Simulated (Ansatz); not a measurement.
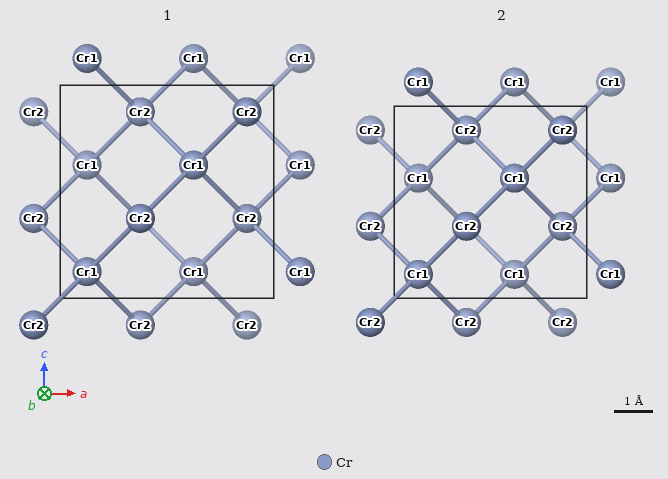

Two geometries of a crystal of Cr (a generated structure, set up in Fd-3m), drawn at one scale. One is the start of a relaxation, the other its converged end. The picture is a ball-and-stick view of the conventional cell (4 times the calculation's cell), seen along the b axis. Lengths and directions refer to the drawn axes.

These are results of Ansatz 0.2.0, DFT, RPBE, plane waves (420 eV) with PAW, scalar-relativistic, not measurements. (plane-wave cutoff 420 eV; k-point mesh 11 × 11 × 11; occupations fermi dirac; smearing width 0.05 eV; collinear spin; cell and atoms relaxed; force threshold 0.01 eV/Å; at most 60 steps)

**Which one is relaxed?**

Structure 1 is the relaxed one. Phase: diamond. The atoms keep their places relative to the cell (all moves are under 0.005 Å). The drawn cell changes as follows: a = b = c 5.060 → 5.612 Å (+10.9 %); the volume changes by +36.4 %. Among the contacts that change: Cr1–Cr2 2.191 → 2.430 Å. The space group stays Fd-3m (No. 227). The energy falls by 212 meV per atom in 7 accepted moves (9 points after the start). All forces vanish by symmetry, so only the cell relaxes. The pressure goes from 15.83 to −0.03 GPa. At 2 points the geometry stayed and the basis and grid were re-selected for the new cell (energy shift of 13.2 meV per atom at most each time).
